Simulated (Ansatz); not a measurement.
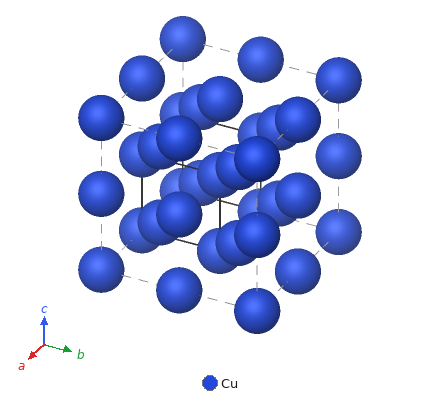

Cu (Im-3m, No. 229): a calculation's starting geometry; the starting structure was generated, so it need not be a known form of this composition.

```cif
data_structure
_symmetry_space_group_name_H-M 'Im-3m'
_symmetry_Int_Tables_number 229
_cell_length_a 2.8423
_cell_length_b 2.8423
_cell_length_c 2.8423
_cell_angle_alpha 90.000
_cell_angle_beta 90.000
_cell_angle_gamma 90.000
_cell_volume 22.96
loop_
_atom_site_label
_atom_site_type_symbol
_atom_site_symmetry_multiplicity
_atom_site_Wyckoff_symbol
_atom_site_fract_x
_atom_site_fract_y
_atom_site_fract_z
_atom_site_occupancy
Cu1 Cu 2 a 0.00000 0.00000 0.00000 1
```

Question: What will a Z-contrast image along [110] show? The image is simulated as a sum over atoms of Z^1.7, blurred by a 0.86 Å probe (no channelling). The probe carries 15 % of its weight in a tail 2.5 times as wide. Shot noise was added.

Answer: The columns repeat on a rectangular net of 1.42 × 2.01 Å (plane group p2mm). All columns are alike (Cu). The shortest distance between visible columns is 1.42 Å in projection. Along the beam the structure repeats every 4.02 Å.

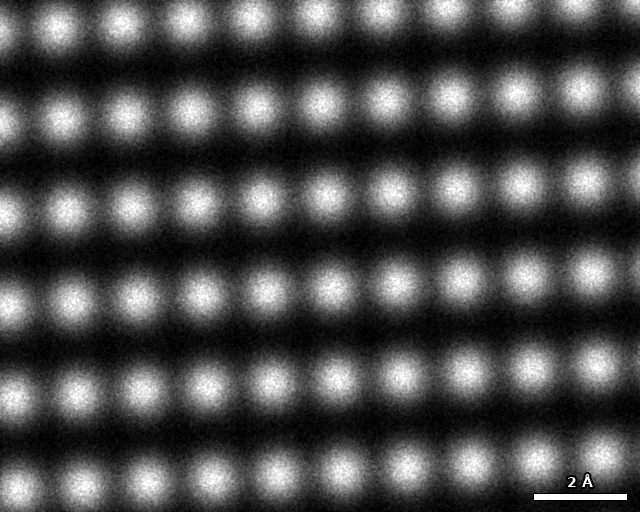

The simulated image.
